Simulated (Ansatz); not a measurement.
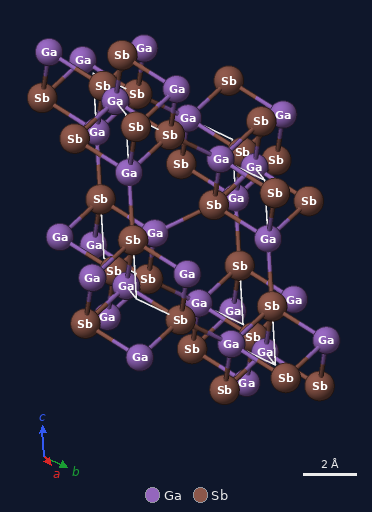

Starting structure of a crystal of GaSb (a generated structure, set up in I-43m) (coarse preliminary run). The picture is a ball-and-stick view of the cell of the calculation, seen slightly off an axis.

Method: Ansatz 0.2.0, DFT PBE, scalar-relativistic, plane waves, PAW.

The input:
```yaml
crystal:
  lattice:
    - [-4.08952287, 4.08952287, 4.08952287]
    - [4.08952287, -4.08952287, 4.08952287]
    - [4.08952287, 4.08952287, -4.08952287]
  atoms:
    - { symbol: Ga, position: [0.31719804, 0.31719804, 0.31719804] }
    - { symbol: Ga, position: [0.0, 0.0, 0.68280196] }
    - { symbol: Ga, position: [0.0, 0.68280196, 0.0] }
    - { symbol: Ga, position: [0.68280196, 0.0, 0.0] }
    - { symbol: Sb, position: [0.68280196, 0.68280196, 0.68280196] }
    - { symbol: Sb, position: [0.0, 0.0, 0.31719804] }
    - { symbol: Sb, position: [0.0, 0.31719804, 0.0] }
    - { symbol: Sb, position: [0.31719804, 0.0, 0.0] }
basis:
  ecutwfc: 420
kpoints:
  mp_grid: { grid: [4, 4, 4] }
hamiltonian:
  xc: pbe
scf:
  occupations: { method: gaussian, width: 0.1 }
  lower_state_search: "off"
output:
  forces: true
  stress: true
  eigenvalues: true
relax:
  adjacent_minimum: "off"
  f_tol: 0.04
  max_steps: 70
  cell: { stress_tol: 0.4 }
```

Run as
```bash
ansatz run input.yaml --threads 1 --pin off --max-ram 2560MiB --backend cpu --events-out ev --progress --plain --runs-dir out
```

### What does the optimiser find from here?

The largest moves relative to the cell, 0.080 Å, are those of Sb5, Sb6, Sb7 and Sb8. Sb8 goes along +a. Largest moves by element: Sb 0.080 Å, Ga 0.037 Å. The drawn cell changes as follows: a = b = c 7.083 → 7.400 Å (+4.5 %); the volume changes by +14.0 %. Among the contacts that change: Ga1–Sb6 2.594 → 2.737 Å, Ga1–Sb5 2.590 → 2.663 Å. Among the angles between lasting bonds that change: Ga1–Sb6–Ga3 90.0° → 87.1°, Sb5–Ga2–Sb7 90.0° → 92.8°, Ga1–Sb6–Ga2 125.3° → 127.3°. The space group stays I-43m (No. 217). The energy falls by 0.824 eV per cell of the calculation in 4 accepted moves (5 points after the start). The largest force component goes from 0.89 to 0.0047 eV/Å. Pressure: 6.34 GPa at the start and −0.02 GPa at the end. At 1 point the geometry stayed and the basis and grid were re-selected for the new cell (energy shift of 5.7 meV per cell of the calculation at most each time). The run took 75 s on 1 thread of Arm Neoverse V2 (shared host), peak memory 0.53 GiB.

Final geometry:

```
Ga Sb
1.0
    -4.27241    4.27241    4.27241
     4.27241   -4.27241    4.27241
     4.27241    4.27241   -4.27241
Ga Sb
4 4
Direct
  0.31213 0.31213 0.31213
  0.00000 0.00000 0.68787
  0.00000 0.68787 0.00000
  0.68787 0.00000 0.00000
  0.67199 0.67199 0.67199
  0.00000 0.00000 0.32801
  0.00000 0.32801 0.00000
  0.32801 0.00000 0.00000
```

The end point in the same view:

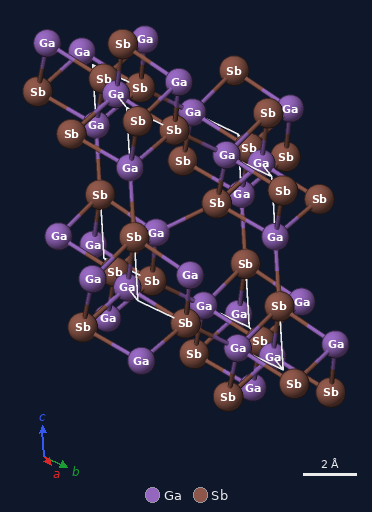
